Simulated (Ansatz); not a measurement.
# Ti3Si: what the fields show

Input file:

```
crystal:
  lattice:
    - [5.4648142751, 0.0, 0.0]
    - [-2.7324071375, 4.7326679892, 0.0]
    - [0.0, 0.0, 4.3859519298]
  atoms:
    - { symbol: Ti, position: [0.3430310642, 0.1715155321, 0.75] }
    - { symbol: Ti, position: [0.8284844679, 0.1715155321, 0.75] }
    - { symbol: Ti, position: [0.8284844679, 0.6569689358, 0.75] }
    - { symbol: Ti, position: [0.6569689358, 0.8284844679, 0.25] }
    - { symbol: Ti, position: [0.1715155321, 0.8284844679, 0.25] }
    - { symbol: Ti, position: [0.1715155321, 0.3430310642, 0.25] }
    - { symbol: Si, position: [0.3333333333, 0.6666666667, 0.75] }
    - { symbol: Si, position: [0.6666666667, 0.3333333333, 0.25] }
basis:
  ecutwfc: 420
kpoints:
  mp_grid: { grid: [6, 6, 8] }
hamiltonian:
  xc: pbesol
scf:
  occupations: { method: gaussian, width: 0.1 }
output:
  forces: true
  stress: true
  eigenvalues: true
  write_density: true
  write_potential: true
  elf: true
  volumetric_format: npy
relax:
  adjacent_minimum: "off"
  f_tol: 0.008
  max_steps: 50
  cell: { stress_tol: 0.08, p_target: 10.0 }
```

Run with:

```sh
ansatz run input.yaml --threads 2 --pin off --max-ram 5120MiB --backend cpu --events-out ev --progress --plain --runs-dir out
```

Below, planes, directions and counts refer to the conventional cell (a = 5.46 Å, b = 5.46 Å, c = 4.39 Å, α = 90.00°, β = 90.00°, γ = 120.00°).

The fields are those of the run's last geometry, not of the input's.

Space group P6₃/mmc; a structure from a database of computed crystals, not necessarily the ambient phase; computed pressure about 10 GPa in this cell; computed without spin polarisation.

These are results of DFT PBEsol, scalar-relativistic, plane waves, PAW in Ansatz 0.2.0, not measurements.

Core electrons are frozen (PAW), and the valence fields are smoothed inside the atomic spheres.

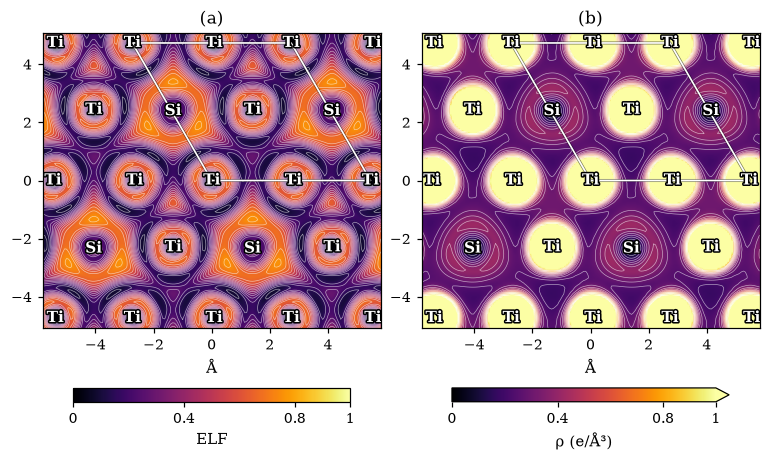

Figure 1. (a) electron localisation function; (b) valence electron density on the (001) plane of the conventional cell.

What does the map show?

The plane passes through Ti and Si nuclei.
Ti–Ti (2.65 Å): the density is about 0.27 e/Å³ at the midpoint; the ELF is about 0.25 at the midpoint; no localised pair shows between them.
Ti–Si (2.73 Å): ρ is about 0.26 e/Å³ halfway; the ELF peaks at about 0.70 in the valence shell of Si, 1.0 Å from its nucleus, and is about 0.35 at the midpoint.
Ti–Ti (2.81 Å): ρ at the midpoint is about 0.22 e/Å³; the ELF is about 0.25 at the midpoint; no localised pair shows between them.
Between the atoms the lowest density in this plane is 0.18 e/Å³.
The features right at Ti lie inside the PAW spheres, where the map follows smoothed inner orbitals and isn't to be read closely.

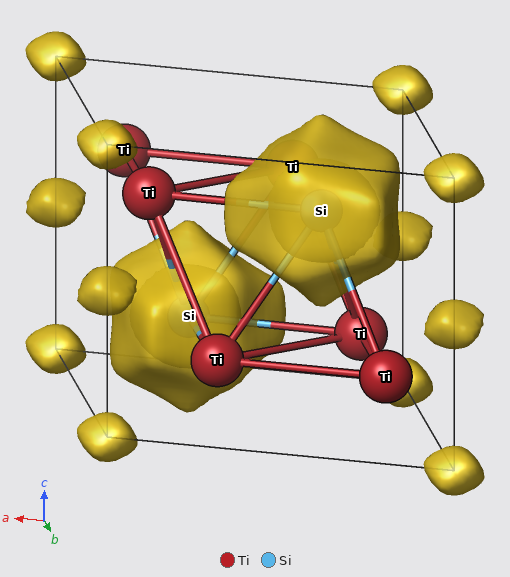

Figure 2. Isosurface of the electron localisation function at 0.65 (yellow), seen at an oblique angle. Only the valence region is drawn (cores and ρ < 0.01 e/Å³ removed). Sticks mark near contacts.

Where are the electrons localised?

The surface consists of two regions wrapped around Si (the valence shell of each) and two pockets between the atoms, centred on no nucleus (multi-centre or interstitial), counted in one cell of 8 atoms. Any copies at cell faces, edges or corners count once. Profiles from the grid: Ti–Si (2.68 Å): the ELF peaks at about 0.70 in the valence shell of Si, 0.9 Å from its nucleus, and is about 0.35 at the midpoint.

Metal or insulator at this level of theory?

It is gapless in this calculation (a metal or semimetal).
